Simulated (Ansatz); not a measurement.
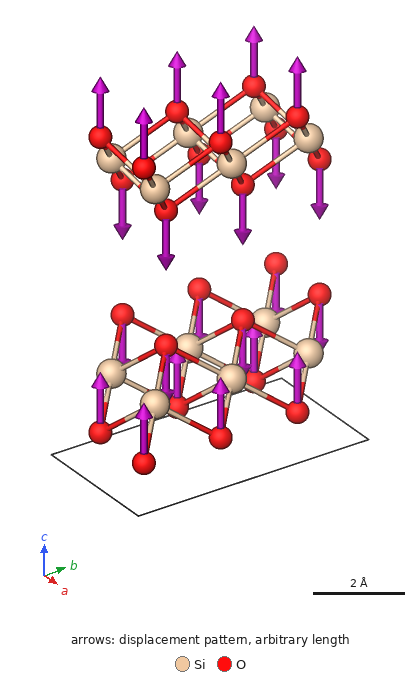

One vibrational mode of a free-standing layer of SiO2 (a generated structure) at the zone centre. The purple arrows are the displacements of the atoms (eigenvector over the root of the mass), of arbitrary overall length and sign. A ball-and-stick model of the 2 × 3 repeat of the cell, outlined in the plane, without the vacuum, seen slightly off an axis.

Computed with DFT PBE+D3(BJ), scalar-relativistic, plane waves, PAW in Ansatz 0.2.0. Set-up: plane-wave cutoff 420 eV; k-point mesh 12 × 12 × 1; occupations fixed; no spin polarisation.

Frequencies are those without the non-analytic (LO–TO) term.

What mode is this, and where does it lie in the spectrum?

This is the A₂″ mode at 84.8 meV, optical level 5 of 7, counted from below (1 lower level is imaginary, so the structure is unstable), infrared-active by symmetry. The Si atoms stay at rest; the O (2i) sublattice moves against the O (2g) sublattice, along c of the drawn cell.
